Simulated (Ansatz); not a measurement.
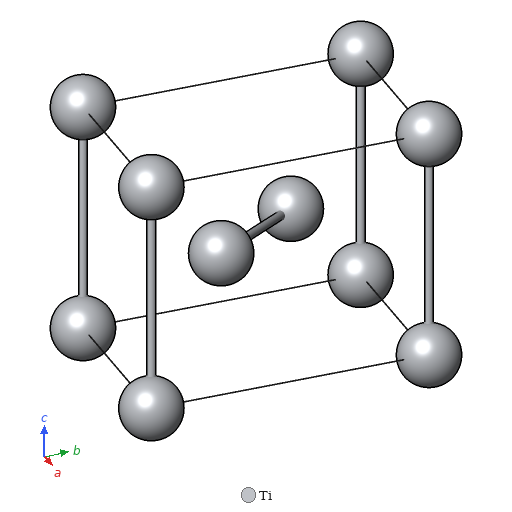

System: Ti, space group P6/mmm (No. 191). The picture shows the cell.

Structure:
```xyz
3
Lattice="4.5680 0.0000 0.0000 -2.2840 3.9560 0.0000 0.0000 0.0000 2.8246" Properties=species:S:1:pos:R:3 pbc="T T T"
Ti    0.0000    0.0000    0.0000
Ti    0.0000    2.6373    1.4123
Ti    2.2840    1.3187    1.4123
```

Input of one of the runs behind the figure:
```
crystal:
  lattice:
    - [4.5680217014, 0.0, 0.0]
    - [-2.2840108507, 3.9560228385, 0.0]
    - [0.0, 0.0, 2.8245629376]
  atoms:
    - { symbol: Ti, position: [0.0, 0.0, 0.0] }
    - { symbol: Ti, position: [0.3333333333, 0.6666666667, 0.5] }
    - { symbol: Ti, position: [0.6666666667, 0.3333333333, 0.5] }
basis:
  ecutwfc: 500
kpoints:
  mp_grid: { grid: [12, 12, 18] }
hamiltonian:
  xc: r2scan
scf:
  occupations: { method: gaussian, width: 0.1 }
output:
  forces: true
  stress: true
  eigenvalues: true
```

Launched with:
```bash
ansatz run input.yaml --threads 1 --pin off --max-ram 2560MiB --backend cpu --events-out ev --progress --plain --runs-dir out
```

Computed with Ansatz 0.2.0: energy, stress and cell of a relaxed crystal along a series of strains, atoms and what the cell freedom names relaxed within the symmetry; stress is positive in compression; plane waves with PAW datasets, Γ-centred k mesh; energies extrapolated to zero smearing. Level: r2SCAN, no spin polarisation.

| setting | value |
| --- | --- |
| wave cutoff | 500 eV |
| k mesh | 12×12×18 |
| occupations | Gaussian |
| smearing width | 0.1 eV |
| strain kind | stretch along c with a and b held |
| cell freedom | cell held, only c stretched |

Describe the result: the energy change and stress zz against strain. The strain takes the values −3, −2, −1, 0, 1, 2, 3 %.

The energy rises on both sides of the starting structure, which is therefore a minimum along this path. The energy change is 13.49 meV/atom at strain −3 % and 12.42 meV/atom at 3 %; the lowest computed point is at strain 0 % (0.00 meV/atom), in a single well. The stress zz falls from 8.82 GPa at strain −3 % to −7.38 GPa at 3 %, and changes sign near 0 %. The solid is metallic at every point.

| strain (%) | energy change (meV/atom) | stress zz (GPa) |
| --- | --- | --- |
| −3 | 13.49 | 8.82 |
| −2 | 5.83 | 5.71 |
| −1 | 1.39 | 2.77 |
| 0 | 0.00 | −0.01 |
| 1 | 1.49 | −2.63 |
| 2 | 5.69 | −5.09 |
| 3 | 12.42 | −7.38 |

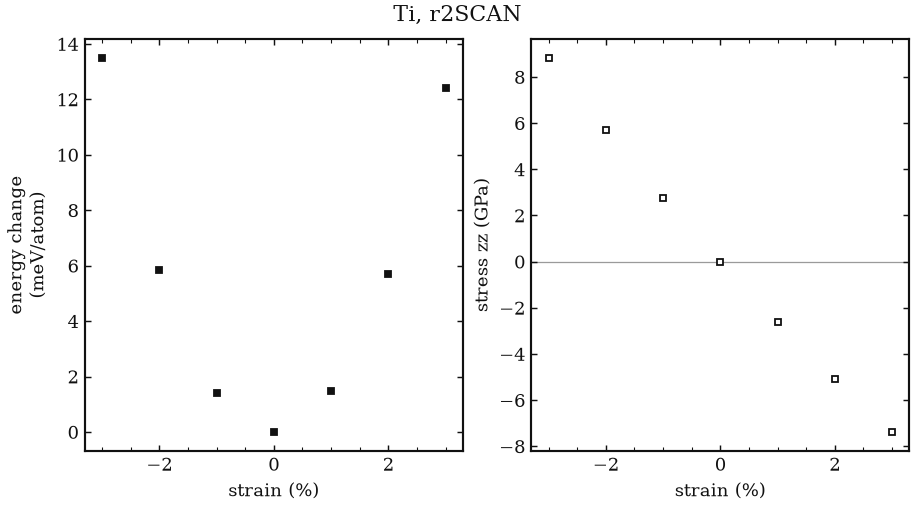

Caveats: lies under the reference phase in this functional.
